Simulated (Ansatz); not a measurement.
Here is a crystal structure:

```cif
data_structure
_symmetry_space_group_name_H-M 'P 1'
_symmetry_Int_Tables_number 1
_cell_length_a 8.2690
_cell_length_b 8.2690
_cell_length_c 5.2936
_cell_angle_alpha 90.000
_cell_angle_beta 90.000
_cell_angle_gamma 90.000
_cell_volume 361.95
loop_
_atom_site_label
_atom_site_type_symbol
_atom_site_fract_x
_atom_site_fract_y
_atom_site_fract_z
_atom_site_occupancy
Si1 Si 0.68192 0.68192 0.50000 1
Si2 Si 0.18192 0.81808 0.00000 1
Si3 Si 0.31808 0.68192 0.50000 1
Si4 Si 0.81808 0.81808 0.00000 1
O1 O 0.75000 0.75000 0.75000 1
O2 O 0.25000 0.75000 0.25000 1
O3 O 0.25000 0.75000 0.75000 1
O4 O 0.75000 0.75000 0.25000 1
O5 O 0.73152 0.50000 0.50000 1
O6 O 0.00000 0.76848 0.00000 1
O7 O 0.00000 0.23152 0.00000 1
O8 O 0.26848 0.50000 0.50000 1
Si5 Si 0.18192 0.18192 0.00000 1
Si6 Si 0.68192 0.31808 0.50000 1
Si7 Si 0.81808 0.18192 0.00000 1
Si8 Si 0.31808 0.31808 0.50000 1
O9 O 0.25000 0.25000 0.25000 1
O10 O 0.75000 0.25000 0.75000 1
O11 O 0.75000 0.25000 0.25000 1
O12 O 0.25000 0.25000 0.75000 1
O13 O 0.23152 0.00000 0.00000 1
O14 O 0.50000 0.26848 0.50000 1
O15 O 0.50000 0.73152 0.50000 1
O16 O 0.76848 0.00000 0.00000 1
```

Describe what this structure looks like.

Its composition is SiO2. Space group I4/mmm (No. 139), lattice body-centred tetragonal. The cell has 24 atoms, namely 8 Si, 16 O. The polyhedra are SiO4 tetrahedra; they share corners. Si is linked to four O in a distorted tetrahedral arrangement at 1.54 to 1.56 Å. O bonds to two Si at 1.54 to 1.56 Å. The bonds build a three-dimensional framework.

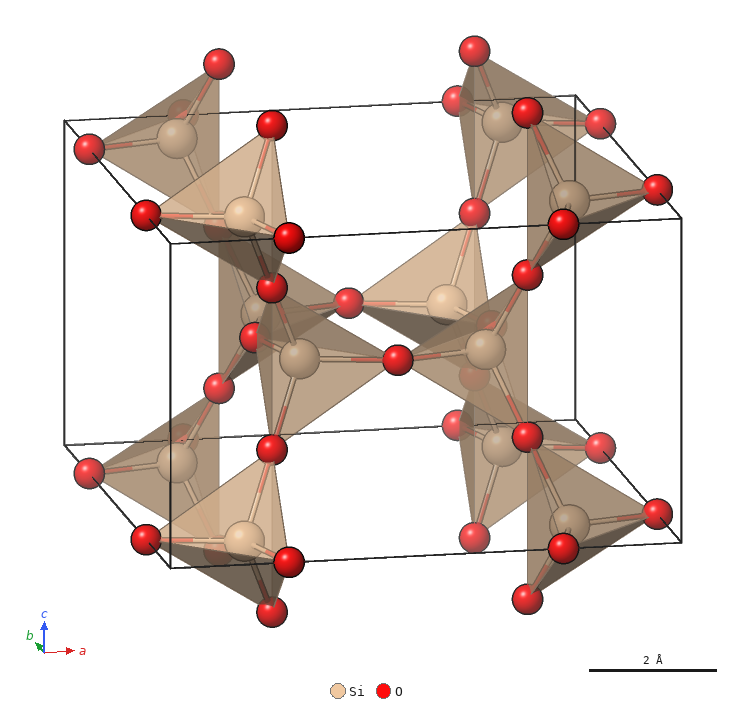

The figure gives a polyhedral picture of the atoms, viewed slightly off an axis. The parallelepiped is the conventional unit cell. Some atoms of the next cells are drawn as well.

The initial geometry was a structure listed in the Materials Project. It was relaxed with DFT PBE, scalar-relativistic, plane waves, PAW (Ansatz) under a constraint or pressure on the cell, so some stress remains.

At this level of theory the run's own cell isn't at rest (compressed, at 25 GPa), so its distances can differ from those at equilibrium, the more so the softer the solid.
